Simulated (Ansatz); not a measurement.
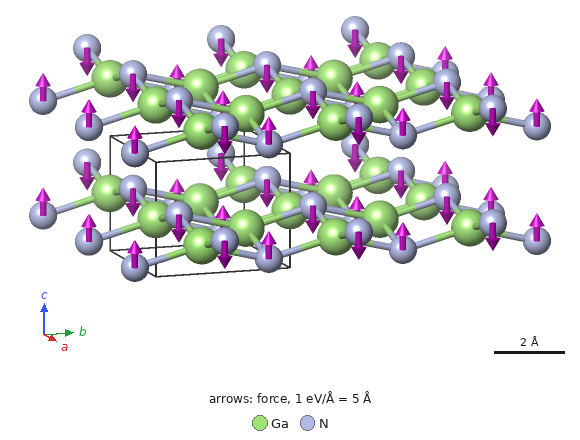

Starting geometry of crystalline GaN (a generated structure, set up in P4/nmm) (coarse preliminary run) with the computed forces as purple arrows. The picture is a ball-and-stick view of the cell of the calculation, repeated 2 × 2 × 2 with one cell outlined, seen slightly off an axis.

All numbers below come from Ansatz 0.2.0, DFT PBE, scalar-relativistic, plane waves, PAW. Set-up: plane-wave cutoff 420 eV; k-point mesh 4 × 4 × 6; occupations gaussian; smearing width 0.1 eV; no spin polarisation; cell and atoms relaxed; force threshold 0.04 eV/Å; at most 70 steps.

Q: Is this structure relaxed? If not, where do the atoms go?

A: It isn't relaxed: the largest force vector, on N atoms, is 0.16 eV/Å. Measured relative to the changing cell, the final displacements run against the starting forces (cosine between the two patterns −1.00). The largest moves relative to the cell, 0.10 Å, are those of N atoms. Ga stays in place. The drawn cell changes as follows: a = b 4.065 → 3.758 Å (−7.5 %), c 3.353 → 3.786 Å (+12.9 %); the volume changes by −3.5 %. Some distances before and after: Ga–N 2.097 → 2.000 Å. Bond angles that change, for instance: N–Ga–N 151.6° → 139.9°, Ga–N–Ga 151.6° → 139.9°, Ga–N–Ga 86.5° → 83.3°. The space group stays P4/nmm (No. 129). Over 6 accepted moves (8 points after the start) the energy falls by 181 meV per atom. The largest force component goes from 0.16 to 0.0071 eV/Å. The pressure goes from −13.71 to 0.08 GPa. The SCF was repeated twice at an unchanged geometry on a basis and grid sized afresh for the cell, which shifted the energy by 2.4 meV per atom at most.
